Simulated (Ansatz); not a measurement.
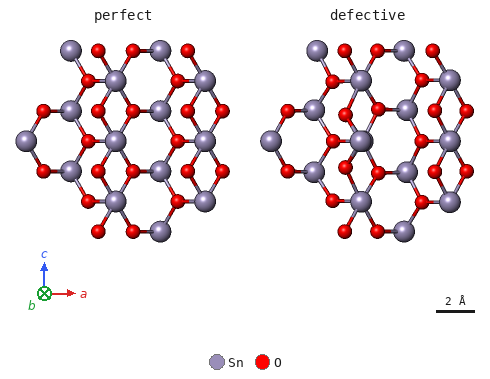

Left: perfect SnO$_{2}$. Right: the same region with one point defect, after relaxing the atoms in a supercell of 72 sites. A ball-and-stick model of the atoms within 6.0 Å of one point, in a slice 4.2 Å thick across the line of sight, seen along the b axis.

These are results of Ansatz, DFT, PBEsol, PAW, plane waves, not measurements. (plane-wave cutoff 420 eV; k-point mesh 1 × 1 × 1; mesh shifted by (0.25, 0.25, 0.25); no spin polarisation) Fermi-Dirac smearing of 0.01 eV. A uniform background neutralises the charged cell. The axes drawn are those of the host's conventional cell.

Which defect is it?

An extra tin atom is put between the host's atoms (an interstitial).

The charge state of the cell is +4.

How does the lattice respond?

The Sn atom starts with 1 O at 1.51 Å around its place and ends with 6 O at 1.96 to 2.34 Å. Of the host's atoms, a tin atom moves furthest from its site, by 2.38 Å. The Sn atom itself moves 1.59 Å from where it was put.

Limits of the set-up: the cell is charged, on a uniform background, and energies carry no finite-size correction.
